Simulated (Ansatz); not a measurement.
System: PtSe₂.

Input file:

```
crystal:
  lattice:
    - [3.7240006046, 0.0, 0.0]
    - [-1.8620003023, 3.2250791273, 0.0]
    - [0.0, 0.0, 4.65704]
  atoms:
    - { symbol: Pt, position: [0.0, 0.0, 0.0] }
    - { symbol: Se, position: [0.3333333333, 0.6666666667, 0.25] }
    - { symbol: Se, position: [0.6666666667, 0.3333333333, 0.75] }
basis:
  ecutwfc: 420
kpoints:
  mp_grid: { grid: [12, 12, 10] }
hamiltonian:
  xc: pbe
scf:
  occupations: { method: gaussian, width: 0.15 }
output:
  forces: true
  stress: true
  eigenvalues: true
  write_density: true
  write_potential: true
  elf: true
  volumetric_format: npy
```

Run with:

```sh
ansatz run input.yaml --threads 1 --pin off --max-ram 2560MiB --backend cpu --events-out ev --progress --plain --runs-dir out
```

Below, planes, directions and counts refer to the conventional cell (a = 3.72 Å, b = 3.72 Å, c = 4.66 Å, α = 90.00°, β = 90.00°, γ = 120.00°).

Space group P-3m1; changed on purpose from its base cell (strain +0.000 along x and y, -0.080 along z, atoms carried along); not relaxed (largest force 1.7 eV/Å); computed pressure about 18 GPa in this cell.

Level of theory: DFT PBE, scalar-relativistic, plane waves, PAW (Ansatz 0.2.0).

Question: What can the converged valence pseudo-density and electron localisation function tell about the bonding?

Answer: Pt–Se (2.45 Å): ρ is about 0.65 e/Å³ halfway; the ELF is about 0.50 at the midpoint.

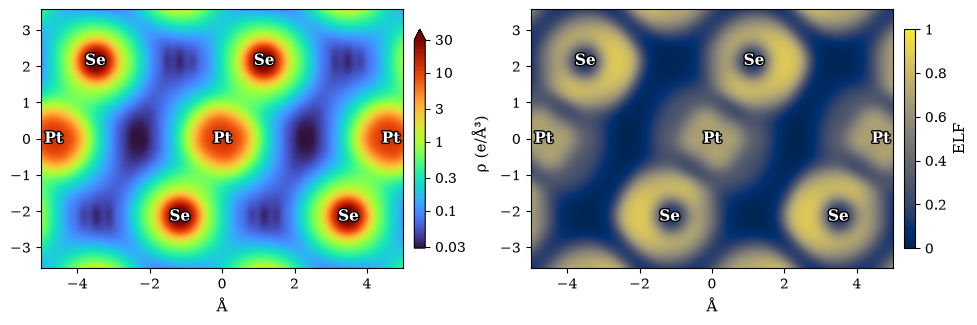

Computed valence pseudo-density and electron localisation function on the (110) plane of the conventional cell, in this order. 

Core electrons are frozen (PAW), and the valence fields are smoothed inside the atomic spheres.
